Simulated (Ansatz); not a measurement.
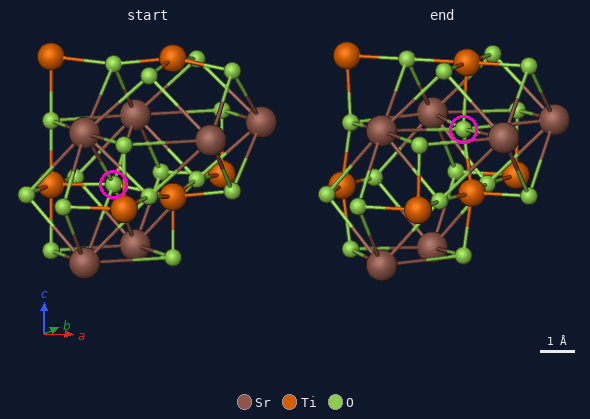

The two relaxed end points of a path for a defect cell of composition Sr8Ti8O23 (cell charge +2) (39 atoms in the cell). A ball-and-stick model of the atoms within 4.2 Å of the middle of the path, seen slightly off an axis. The moving atom is ringed, with any periodic copies. Bonds to atoms that aren't drawn are left out.

The calculation used Ansatz, DFT PBEsol, scalar-relativistic, plane waves, PAW.

Set-up: plane-wave cutoff 420 eV; k-point mesh 2 × 2 × 2; Gaussian smearing 0.02 eV; 5 movable images; climbing image.

What barrier does the band find between them, and by what path?

Answer. The two ends have the same energy, and the highest point, image 3, lies 0.53 eV above the start. An O atom travels furthest, 2.47 Å from end to end, along [1 0 1], on a path that bends up to 0.20 Å away from the straight line. At the highest image its nearest neighbour (Ti) is 1.75 Å away, against 1.91 Å at the start, and the surrounding atoms stand up to 0.27 Å off the mean of their end positions. The band is converged.

Energies of the converged images:

```tsv
image	path (Å)	E (eV)
0	0.00	0.000
1	0.51	0.084
2	1.02	0.374
3	1.54	0.527
4	2.05	0.374
5	2.56	0.084
6	3.07	0.000
```

The geometry at the top of the path:

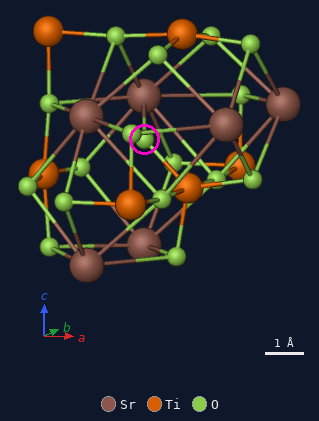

Limits of the set-up: the periodic images lie only 7.8 Å apart, so the values are limited by the cell's size; the cell is charged, on a uniform background, and energies carry no finite-size correction.

The run took 12 min on 8 threads of Intel(R) Xeon(R) Processor @ 2.70GHz (shared host), peak memory 4.9 GiB.
